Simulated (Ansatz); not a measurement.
**Mn: geometry relaxation**

System: Mn (1 atom in the cell).
Method: DFT PBE+D3(BJ), scalar-relativistic, plane waves, PAW, spin-polarised (Ansatz 0.2.0).

The structure was made by swapping elements on the sites of another compound; it need not be a known phase. It belongs to a series of runs on one base structure; here: Pb -> Mn on all its sites, cell and atoms relaxed. Figures and captions count atoms from 1; the log counts them from 0 in places.

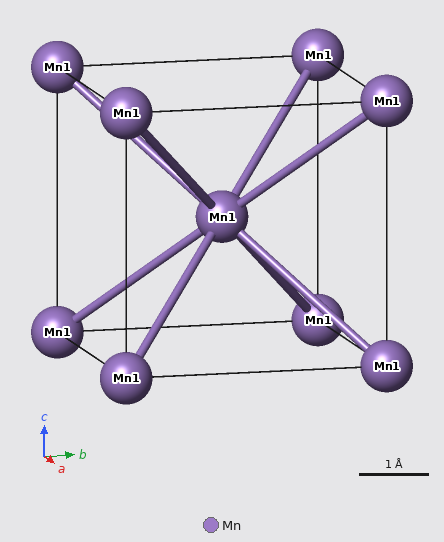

Figure 1. The structure as given in the input (ball-and-stick view of the cell 2 times as large as that of the calculation, set on its symmetry axes, seen slightly off an axis; atoms are numbered from 1 in the order of the input). Near neighbours in the crystal (not all of them lie inside the picture): Mn has 8 Mn at 3.39 Å.

Results in brief:

```tsv
quantity	value
outcome	converged
space group (tolerance 0.01 Å)	Im-3m (229)
electrons treated	15
free energy	−3897.7955 eV
Fermi energy	5.876 eV
gap on the k-point mesh	none (metallic)
net moment of the cell	4.46 μB
integrated absolute moment	4.50 μB
pressure	−0.02 GPa
final volume	30.10 Å³
largest force (length of the vector) at the end	under 0.001 eV/Å
final cell	a = 3.394 Å, b = 3.394 Å, c = 3.394 Å, α = 109.47°, β = 109.47°, γ = 109.47°
hardware	1 thread of an Arm (aarch64) CPU, shared host
wall time	27 s
peak memory	0.45 GiB
```

Input:
```yaml
crystal:
  lattice:
    - [-1.9597047412, 1.9597047412, 1.9597047412]
    - [1.9597047412, -1.9597047412, 1.9597047412]
    - [1.9597047412, 1.9597047412, -1.9597047412]
  atoms:
    - { symbol: Mn, position: [0.0, 0.0, 0.0], spin: 4.88 }
basis:
  ecutwfc: 420
kpoints:
  mp_grid: { grid: [16, 16, 16] }
hamiltonian:
  xc: pbe
  dispersion: d3bj
scf:
  occupations: { method: gaussian, width: 0.1 }
output:
  forces: true
  stress: true
  eigenvalues: true
  populations: true
  write_density: true
  write_potential: true
  elf: true
  volumetric_format: npy
magnetization:
  spin_polarized: true
relax:
  adjacent_minimum: "off"
  f_tol: 0.01
  max_steps: 60
  cell: { stress_tol: 0.1 }
```

Launch command:
```bash
ansatz run input.yaml --threads 1 --pin off --max-ram 2560MiB --backend cpu --events-out ev --progress --plain --runs-dir out
```

The program's output:
```
Engine: ansatz 0.2.0, aarch64-unknown-linux-gnu
Pseudopotentials: kind: paw
Pseudopotential: Mn, paw, valence charge 15, recommended cutoff 420 eV (normal), Mn.paw.azcp
Functional definition: PBE
  parameter kappa = 0.804
  parameter beta = 0.06672455060314922
  exchange = pbe_x(kappa = kappa, mu = beta*pi^2/3)
  correlation = pbe_c(beta = beta)
Crystal: 1 atoms, lattice volume = 30.105 Å³
Basis set: ecut = 420 eV, 603 PW (Γ), exchange–correlation on 48×48×48 points (8 copies of the dense FFT grid, shifted against one another)
Bands: 14, of which v1, the nominal top of the filled ones, is band 8 counted from 1 (7 counted from 0)
Symmetry: 48 space group operations
Space group: Im-3m (ITA 229), of the structure as read, at distance tolerance 3.1e-5 Å
Magnetic group: BNS 229.140 (UNI 1642), of the structure as read, at distance tolerance 3.1e-5 Å
k-points: 145 of 4096
Non-local potential: Mn, projectors of the file, l = 0: 3, l = 1: 2, l = 2: 3, l = 3: 1
PAW form: soft (Blöchl's): semilocal exchange-correlation on the pseudo side does not see the compensation charge
PAW one-centre angular grid: Mn, 590 points (default); XC on 64 Gauss nodes
Initial density: superposition of atomic densities (chi_scale 0.1, normalization cell)
Starting moments: Σ|m| = 4.88 μB on 1 of 1 site
Initial wavefunctions: pseudopotential atomic-orbital guess
Functional: x = pbe(κ = 0.804, μ = 0.2195149727645171), c = pbe(β = 0.06672455060314922)
iter 1 solved again at ethr=1.46e-3 eV; its pass at ethr=3.10e-3 eV (dr2=2.20e-1 eV) is discarded
SCF iter   1: F=—  HF=-3897.572870 eV  |F-HF|=—  |Δ(HF+E_count)|=         —  Δρ=2.10e-2 (↑1.62e-2 ↓2.10e-2)  dr2=2.20e-1  dr2_m=1.03e-2  M=4.608 μB ∫|m|=4.612 μB  β_m=0.30  ethr=1.46e-3  ⟨swp⟩=1.0  Hψ=24919  notcnv=0
Mixer restart at iter 1: flushing history
preconditioner: auto → Kerker (q_TF=auto, 2.429 Å⁻¹)  [metal: Δε(μ)=0.006 eV  Ē_g=8.386 eV  σ=0.100 eV  W_gap=0.03  n_scr=12 (ndim 8)  ℏωp=17.9 eV  f_vac=0.000  D(μ)=1.92/eV (n_scr^D=18)]
spin=Collinear: Kerker preconditioning applied to the charge; magnetization (m = ρ↑ − ρ↓) channel mixes plain (no charge-response kernel on spin).
SCF iter   2: F=—  HF=-3897.689202 eV  |F-HF|=—  |Δ(HF+E_count)|=         —  Δρ=1.88e-2 (↑6.58e-3 ↓1.88e-2)  dr2=7.40e-2  dr2_m=2.68e-2  M=4.534 μB ∫|m|=4.541 μB  β_m=0.30  ethr=1.46e-3  ⟨swp⟩=2.6  Hψ=6726  notcnv=0
Mixer restart at iter 2: flushing history
SCF iter   3: F=—  HF=-3897.736718 eV  |F-HF|=—  |Δ(HF+E_count)|=   4.75e-2  Δρ=1.35e-2 (↑5.01e-3 ↓1.35e-2)  dr2=3.03e-2  dr2_m=1.76e-2  M=4.524 μB ∫|m|=4.536 μB  β_m=0.65  ethr=4.93e-4  ⟨swp⟩=2.1  Hψ=6795  notcnv=0
SCF iter   4: F=—  HF=-3897.793014 eV  |F-HF|=—  |Δ(HF+E_count)|=   5.63e-2  Δρ=3.97e-3 (↑1.84e-3 ↓3.97e-3)  dr2=7.16e-3  dr2_m=5.36e-4  M=4.480 μB ∫|m|=4.510 μB  β_m=0.63  ethr=2.02e-4  ⟨swp⟩=2.1  Hψ=6856  notcnv=0
SCF iter   5: F=—  HF=-3897.795087 eV  |F-HF|=—  |Δ(HF+E_count)|=   2.07e-3  Δρ=1.01e-3 (↑1.01e-3 ↓5.29e-4)  dr2=2.32e-4  dr2_m=3.94e-5  M=4.463 μB ∫|m|=4.501 μB  β_m=0.82  ethr=4.77e-5  ⟨swp⟩=2.5  Hψ=7788  notcnv=0
SCF iter   6: F=—  HF=-3897.795483 eV  |F-HF|=—  |Δ(HF+E_count)|=   3.96e-4  Δρ=4.30e-4 (↑1.93e-4 ↓4.30e-4)  dr2=7.32e-5  dr2_m=6.57e-6  M=4.461 μB ∫|m|=4.503 μB  β_m=0.90  ethr=1.55e-6  ⟨swp⟩=2.1  Hψ=5548  notcnv=0  defer=1
SCF iter   7: F=—  HF=-3897.795497 eV  |F-HF|=—  |Δ(HF+E_count)|=   1.43e-5  Δρ=9.67e-5 (↑8.38e-5 ↓9.67e-5)  dr2=6.42e-6  dr2_m=2.84e-7  M=4.461 μB ∫|m|=4.503 μB  β_m=0.95  ethr=4.88e-7  ⟨swp⟩=2.2  Hψ=5341  notcnv=0  defer=1
SCF iter   8: F=—  HF=-3897.795505 eV  |F-HF|=—  |Δ(HF+E_count)|=   7.85e-6  Δρ=1.41e-5 (↑1.01e-5 ↓1.41e-5)  dr2=1.72e-7  dr2_m=3.54e-9  M=4.460 μB ∫|m|=4.503 μB  β_m=0.98  ethr=4.28e-8  ⟨swp⟩=2.5  Hψ=5635  notcnv=0  defer=1
iter 9 did not close the SCF: its close was put off until two iterations running show no level that it waits for move by more than its bar (scf_convergence_deferred on its scf_iter line)
SCF iter   9: F=-3897.795505 eV  HF=-3897.795505 eV  |F-HF|=3.45e-9  |Δ(HF+E_count)|=   1.66e-7  Δρ=3.64e-6 (↑2.59e-6 ↓3.64e-6)  dr2=6.35e-9  dr2_m=1.44e-9  M=4.460 μB ∫|m|=4.503 μB  β_m=0.99  ethr=6.67e-10  ⟨swp⟩=5.1  Hψ=18287  notcnv=0
iter 10 did not close the SCF: its close was put off until two iterations running show no level that it waits for move by more than its bar (scf_convergence_deferred on its scf_iter line)
SCF iter  10: F=-3897.795505 eV  HF=-3897.795505 eV  |F-HF|=2.61e-10  |Δ(HF+E_count)|=   8.48e-9  Δρ=1.09e-6 (↑1.09e-6 ↓6.18e-7)  dr2=2.54e-10  dr2_m=1.32e-10  M=4.460 μB ∫|m|=4.503 μB  β_m=0.99  ethr=4.23e-11  ⟨swp⟩=4.0  Hψ=16105  notcnv=0
SCF iter  11: F=-3897.795505 eV  HF=-3897.795505 eV  |F-HF|=4.87e-11  |Δ(HF+E_count)|=  8.26e-10  Δρ=4.86e-7 (↑5.83e-8 ↓4.86e-7)  dr2=8.56e-11  dr2_m=1.36e-11  M=4.460 μB ∫|m|=4.503 μB  ethr=1.69e-12  ⟨swp⟩=3.5  Hψ=15605  notcnv=0
the search or the solves at the SCF's close seem to have found levels that the self-consistency loop had missed (the run counts 3). By its estimate they hold under 1e-12 electrons; where the run keeps them, the occupations were computed again with them
WARN: dispersion: an atom stands within reach of a switch of its C6 between two reference coordination numbers of its element: through that C6 alone, e_disp changes by 0.025 eV or more while the distances to its neighbours run over a stretch of 0.05 Å that contains this geometry (sites counted from 0 in the run's list of atoms or, in a supercell that it derives, in that cell's: here a list of 1) — site 0 (Mn): coordination number 0.669 (about 0.55 to 0.79 with every neighbour 0.05 Å farther or nearer), switch near 0.820 between the references 0.000 (weight 0.88) and 1.641 (weight 0.12), e_disp changing by some 0.21 eV. This is how the published method behaves, and the energy and the forces stay consistent. Where you compare this geometry's total energy with another's, compare their components.e_disp too, and, where the geometries are yours to choose, keep both on one side of the switch, which a site's coordination number tells: a relaxation that ends in reach of it can search the other side under relax.adjacent_minimum: search, except where no move that the cell, the constraints and the symmetry allow carries the atom there
SCF 1 converged in 11 iterations: F = -3897.795505 eV  dr2 = 8.56e-11
  greatest PAW one-centre occupation: 1.003 electrons in one spin orbital (limit 2), on the Mn atom at site 0 (counted from 0), in its partial waves of l = 1
relax step   1: F+E_penalty+E_count = -3897.79550514 eV  Δ(F+E_penalty+E_count) = +0.000e0 eV  max|allowed force component| = 0.000e0 eV/Å  Δτ_max = 0.0000 Å  P = -0.023 GPa  Ω = 30.105 Å³  (11 SCF iters, dr2 threshold 1.00e-7 eV, accepted)
Initial density: handed on by an earlier stage of this run
Starting moments: Σ|m| = 4.88 μB on 1 of 1 site; this step starts from the density that it was given
Initial wavefunctions: pseudopotential atomic-orbital guess (no wavefunctions were taken with the density)
iter 1 solved again at ethr=4.10e-10 eV; its pass at ethr=3.10e-3 eV (dr2=6.15e-8 eV) is discarded
SCF iter   1: F=—  HF=-3897.795505 eV  |F-HF|=—  |Δ(HF+E_count)|=         —  Δρ=2.25e-7 (↑6.30e-8 ↓2.25e-7)  dr2=1.21e-11  dr2_m=4.48e-12  M=4.460 μB ∫|m|=4.503 μB  β_m=0.65  ethr=4.10e-10  ⟨swp⟩=3.8  Hψ=32603  notcnv=0
preconditioner: auto → none  [metal: Δε(μ)=0.010 eV  Ē_g=8.152 eV  σ=0.100 eV  W_gap=0.06  n_scr=0 (ndim 8)  ℏωp=17.9 eV  f_vac=0.000  D(μ)=1.95/eV (n_scr^D=18)]
SCF iter   2: F=—  HF=-3897.795505 eV  |F-HF|=—  |Δ(HF+E_count)|=  7.05e-11  Δρ=2.07e-7 (↑2.07e-7 ↓9.98e-8)  dr2=2.39e-12  dr2_m=6.09e-12  M=4.460 μB ∫|m|=4.503 μB  β_m=0.57  ethr=1.00e-12  ⟨swp⟩=2.2  Hψ=5775  notcnv=0
SCF iter   3: F=-3897.795505 eV  HF=-3897.795505 eV  |F-HF|=2.18e-11  |Δ(HF+E_count)|=  1.14e-11  Δρ=2.70e-7 (↑6.57e-8 ↓2.70e-7)  dr2=3.22e-11  dr2_m=2.97e-12  M=4.460 μB ∫|m|=4.503 μB  ethr=1.00e-12  ⟨swp⟩=3.6  Hψ=14279  notcnv=0
WARN: dispersion: an atom stands within reach of a switch of its C6 between two reference coordination numbers of its element: through that C6 alone, e_disp changes by 0.025 eV or more while the distances to its neighbours run over a stretch of 0.05 Å that contains this geometry (sites counted from 0 in the run's list of atoms or, in a supercell that it derives, in that cell's: here a list of 1) — site 0 (Mn): coordination number 0.669 (about 0.55 to 0.79 with every neighbour 0.05 Å farther or nearer), switch near 0.820 between the references 0.000 (weight 0.88) and 1.641 (weight 0.12), e_disp changing by some 0.21 eV. This is how the published method behaves, and the energy and the forces stay consistent. Where you compare this geometry's total energy with another's, compare their components.e_disp too, and, where the geometries are yours to choose, keep both on one side of the switch, which a site's coordination number tells: a relaxation that ends in reach of it can search the other side under relax.adjacent_minimum: search, except where no move that the cell, the constraints and the symmetry allow carries the atom there
SCF 2 converged in 3 iterations: F = -3897.795505 eV  dr2 = 3.22e-11
relax step   2: F+E_penalty+E_count = -3897.79550514 eV  Δ(F+E_penalty+E_count) = -3.092e-11 eV  max|allowed force component| = 0.000e0 eV/Å  Δτ_max = 0.0000 Å  P = -0.023 GPa  Ω = 30.105 Å³  stress off target by 2.26e-2 GPa  SCF on the basis re-selected at this cell (its energy is not comparable with the rows above)  (3 SCF iters)
```

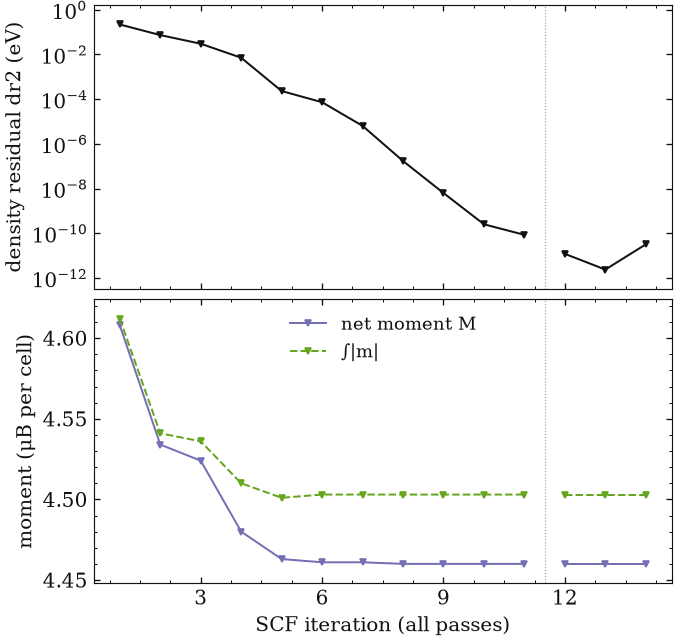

Figure 2. Convergence of the self-consistent field: density residual dr2 and magnetic moment against the SCF iteration. The dotted lines part the SCF passes of the relaxation: geometry steps, rejected trials and re-solves on a re-selected basis. The passes take 11 and 3 iterations. The net moment goes from 4.6 to 4.5 μB per cell.

```
basis re-selected at this cell: Δ(F+E_penalty+E_count) = -3.092e-11 eV, ΔP = -0.000 GPa vs the last step (what re-selecting the basis moved, of the pressure what is left beyond the Pulay correction that the steps carried, after the strain that the cell walked since its last selection, with what the two solves' SCF thresholds leave and, on support functions, any second-order correction that the steps lacked; it is no measure of the basis error at this ecutwfc). This SCF's stress stands 2.26e-2 GPa from its target on what of the cell is left free (relax.cell.stress_tol is 1.00e-1 GPa) and its largest allowed force component is 0.00e0 eV/Å (relax.f_tol is 1.00e-2 eV/Å): within both
SCF converged after 3 iterations
Magnetization: 4.4599 μB (9.7300 up, 5.2700 down)
Absolute magnetization: 4.5032 μB (∫|ρ↑−ρ↓|)
Spin contamination: 0.0972 ħ² per cell (⟨S²⟩ above its minimum at these occupations)
Per-site moments (μB) at R_I (Å): [(4.432147598856928, 1.4001521240817072)]
Free energy (F): -3897.795505 eV
Harris-Foulkes:  -3897.795505 eV  (|F-HF|=2.18e-11)
Internal energy: -3897.785771 eV  (E = F + TS)
E sigma→0 (E₀):  -3897.790638 eV
Entropy (-TS):   -0.009735 eV (-9.735 meV/atom)
Fermi energy:    5.876219 eV
--- Per-component energies (eV) ---
  E_band       = -378.398506
  E_kinetic    = 293.923581
  E_local      = -2571.662616  (includes V_loc(G=0)·N_el)
  E_nonlocal   = 253.182962
  E_hartree    = 1046.896327
  E_xc         = -107.656501
  E_vxc        = -137.339026  (∫ρ·V_xc dr)
  E_paw        = -1307.479178  (= ΣΔE_a)
  E_vpaw       = -310.295684  (= ΣTr[D̂ρ^β])
  E_aug_tail   = -0.000009  (compensation charges beyond the density's cutoff)
  E_ewald      = -1504.158488
  E_disp       = -0.831848  (pairwise vdW)
  E_smearing   = -0.009735  (= −TS)
  E_closure    = -0.000000  (closes the sum)
  Σ components = -3897.795505   (vs F -3897.795505, Δ=0.00e0)
--- Forces (eV/Å), atoms counted from 1 ---
  atom   1  Mn     0.00000000     0.00000000     0.00000000
  max |Σ_I F_I| component: 6.71e-30 eV/Å
--- Stress (GPa, compression-positive) ---
       -0.022601      -0.000000       0.000000
       -0.000000      -0.022601       0.000000
        0.000000      -0.000000      -0.022601
  P = ⅓ Tr σ = -0.0226 GPa (-0.226 kbar)
--- Band table (eV; the first three rows and the last of 290) ---
  k-point 0 ↑: bands = ["-75.9365", "-44.6686", "-44.6686", "-44.6686", "0.3160", "2.8367", "2.8367", "2.8367", "3.2956", "3.2956", "18.9178", "18.9178", "18.9178", "20.3675"]
  k-point 1 ↑: bands = ["-75.9364", "-44.6692", "-44.6688", "-44.6686", "0.3961", "2.8273", "2.8383", "2.8596", "3.2864", "3.2961", "17.9970", "18.4389", "18.6652", "19.7240"]
  k-point 2 ↑: bands = ["-75.9363", "-44.6708", "-44.6694", "-44.6686", "0.6333", "2.8006", "2.8431", "2.9259", "3.2638", "3.2977", "16.1269", "17.5311", "18.0036", "19.2356"]
  k-point 144 ↓: bands = ["-71.3285", "-40.1609", "-40.1609", "-40.1609", "5.5572", "5.5572", "7.6856", "7.6856", "7.6856", "10.5170", "10.5170", "10.5170", "13.0616", "14.3161"]
--- Relaxed structure (1 steps of the walk, 1 accepted, 1 SCFs on fresh bases) ---
  F+E_penalty+E_count = -3897.79550514 eV   max|allowed force component| = 0.000e0 eV/Å   (the final SCF, on the basis selected at the relaxed cell)
  cell:  # Å, volume = 30.1045 Å³
    - [-1.9597047412, 1.9597047412, 1.9597047412]
    - [1.9597047412, -1.9597047412, 1.9597047412]
    - [1.9597047412, 1.9597047412, -1.9597047412]
  atoms:
    - { symbol: Mn, position: [0.0, 0.0, 0.0] }
--- Löwdin populations: 1 site ---
  site symbol       q [e]    m [muB]
     0     Mn     14.6830     4.5161
  spilling = 0.021133 (of n_electrons = 15.000000)
```

File populations.tsv:
```
# site	symbol	l	j	q_up	q_dn
# orbitals = lowdin
# n_electrons = 15.000000
# spilling = 0.021133
0	Mn	0_3S	-	0.999948	0.999948
0	Mn	0_4S	-	0.634331	0.594917
0	Mn	1_3P	-	2.999866	2.999432
0	Mn	2_3D	-	4.965424	0.489144
```

Trajectory as extended XYZ (Å, eV, eV/Å), 2 frames, from step=1 to step=2:
```
1
Lattice="-1.9597 1.9597 1.9597 1.9597 -1.9597 1.9597 1.9597 1.9597 -1.9597" Properties=species:S:1:pos:R:3:forces:R:3 step=1 energy=-3897.79551 pressure_GPa=-0.02
Mn    0.0000    0.0000    0.0000    0.0000   0.0000   0.0000
1
Lattice="-1.9597 1.9597 1.9597 1.9597 -1.9597 1.9597 1.9597 1.9597 -1.9597" Properties=species:S:1:pos:R:3:forces:R:3 step=2 energy=-3897.79551 pressure_GPa=-0.02
Mn    0.0000    0.0000    0.0000    0.0000   0.0000   0.0000
```

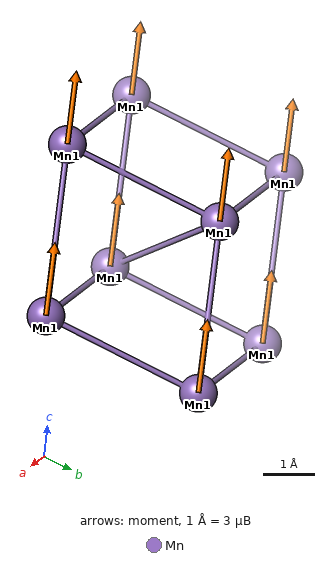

Figure 3. Magnetic moments of the sites as orange arrows (ball-and-stick view of the cell of the calculation, seen slightly off an axis; atoms are numbered from 1 in the order of the input); small moments hardly show. The run is collinear, so the axis drawn is arbitrary. Site moments: Mn1 (4.43 μB). They are counted near the atoms and needn't add up to the moment of the cell.

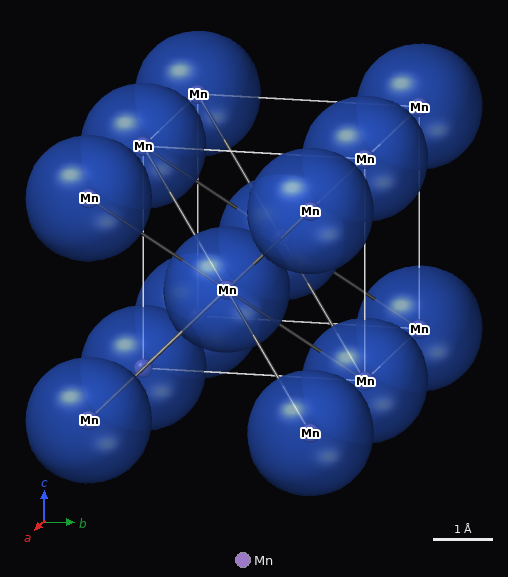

Figure 4. Isosurface of the magnetisation density (up minus down) at +0.1 e/Å³ (blue), seen slightly off an axis. Sticks mark near contacts. The outline is the cell set on symmetry axes. The cell of the calculation (1 atoms) carries 4.5 μB net. The fields are those of the smooth PAW valence density.

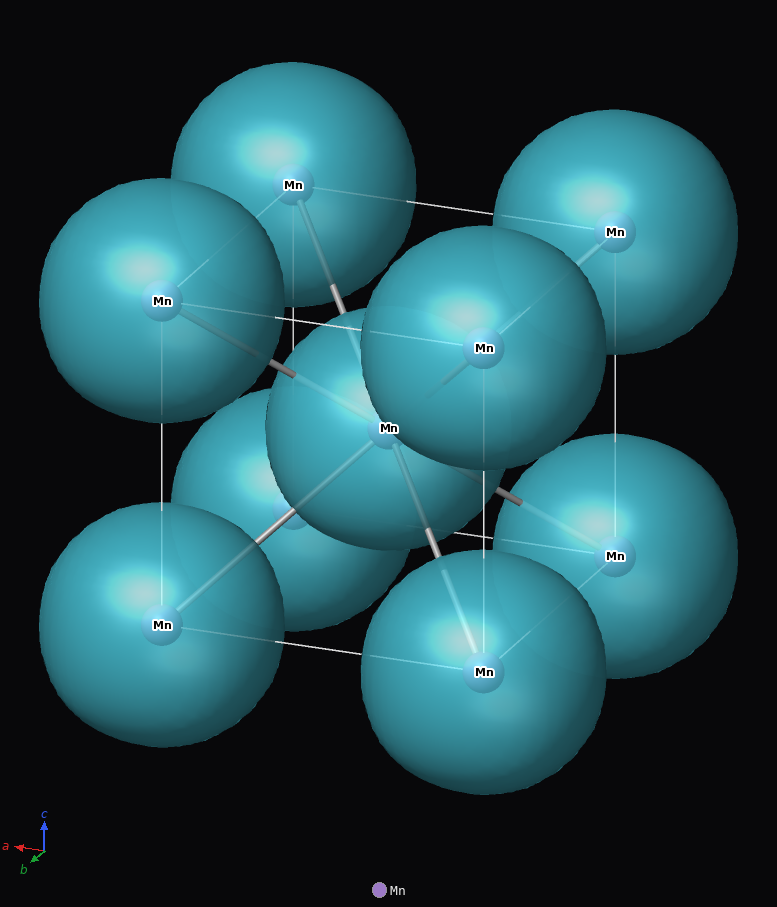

Figure 5. Isosurface of the valence electron density at 0.1 e/Å³ (cyan), seen at an oblique angle. Sticks mark near contacts. The outline is the cell set on symmetry axes. At this value the density breaks into separate islands; it holds about 90 % of the electrons treated as valence (semicore included). It is pinched off along the Mn–Mn (3.39 Å) contacts. On the grid the lowest density along these lines, outside the cores, is 0.08 e/Å³ (Mn–Mn, 3.39 Å).
